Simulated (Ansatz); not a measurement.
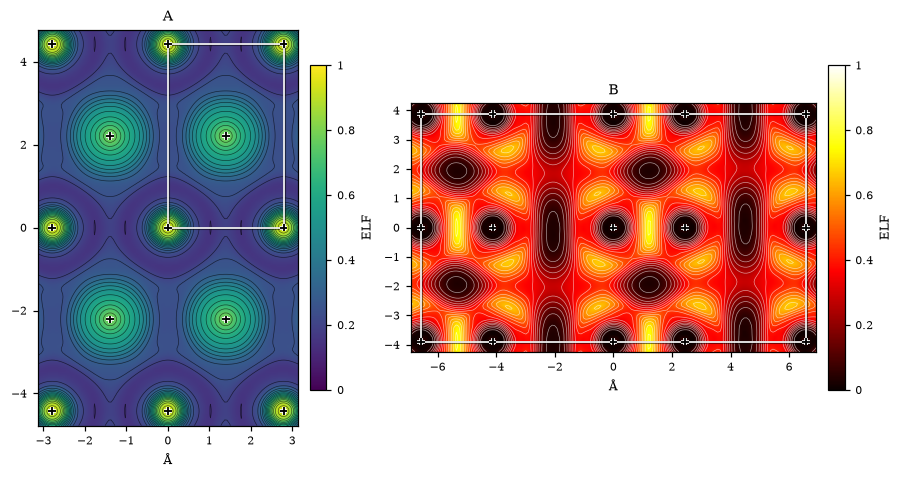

The electron localisation function of 2 systems, each on a plane through atoms (crosses mark nuclei in the plane).

These are results of DFT PBEsol, scalar-relativistic, plane waves, PAW (Ansatz), not measurements.

System 1: CuAu, the (011) plane of the conventional cell. Space group P4/mmm; changed on purpose from its base cell (volume × 0.94, shape and atoms relaxed); computed pressure about 12 GPa in this cell; computed without spin polarisation.

```xyz
2
Lattice="2.7896 0.0000 0.0000 0.0000 2.7896 0.0000 0.0000 0.0000 3.4333" Properties=species:S:1:pos:R:3 pbc="T T T"
Cu    1.3948    1.3948    1.7167
Au    0.0000    0.0000    0.0000
```

System 2: Ge, the (110) plane of the conventional cell. Space group Cmcm; a structure from a database of computed crystals, not necessarily the ambient phase; changed on purpose from its base cell (strain +0.0600 x Voigt [1, -1, 0, 0, 0, 0], atoms carried along); not relaxed (largest force 1.1 eV/Å).

Match each panel to its system.

Panel A is system 1, CuAu: the plane holds Cu and Au. Cu–Au (2.61 Å): the ELF is about 0.25 at the midpoint: no localised pair shows between them. Panel B is system 2, Ge: the plane holds Ge. Ge–Ge (2.45 Å): the ELF peaks at about 0.75 between the atoms.
